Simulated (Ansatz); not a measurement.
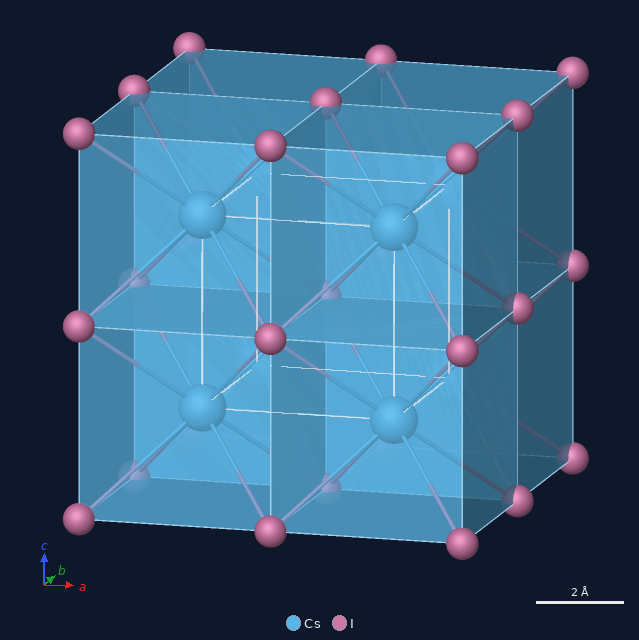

Structure drawing (polyhedral), viewed slightly off an axis. The lines enclose the unit cell; boundary atoms appear with their images. Some neighbours outside the box are added.

CsI, a = 4.608 Å, b = 4.608 Å, c = 4.569 Å, α = 90.00°, β = 90.00°, γ = 90.00°. Strictly the space group is P4/mmm (No. 123, within 0.01 Å). It is a distorted form of a primitive cubic structure, space group Pm-3m (No. 221) within 0.25 Å: caesium chloride (CsCl, B2) type. Starting structure: a structure type filled with these elements by a generator (whether the compound takes this form wasn't checked). The cell was then strained or its atoms displaced on purpose. Ansatz was used for an electronic-structure calculation on it.

This one geometry was computed with Ansatz (DFT, plane waves, PAW) at three levels of theory: HSE06, PBE and r2SCAN. It was relaxed with r2SCAN and then strained.

Q: How does the band gap change with the level of theory?

A: PBE: a gap of 3.80 eV, indirect; r2SCAN: a gap of 4.52 eV, indirect; HSE06: a gap of 4.80 eV, indirect.

Q: Collect the results in a table.

A:
| level | cutoff (eV) | k-mesh of the run's cell | gap (eV) | pressure (GPa) |
| --- | --- | --- | --- | --- |
| HSE06 | 420 | 4×4×4 | 4.80 | 0.3 |
| PBE | 420 | 6×6×6 | 3.80 | 0.5 |
| r2SCAN | 500 | 6×6×6 | 4.52 | 0.1 |

Gaps are taken on the k-mesh or band path of each run.
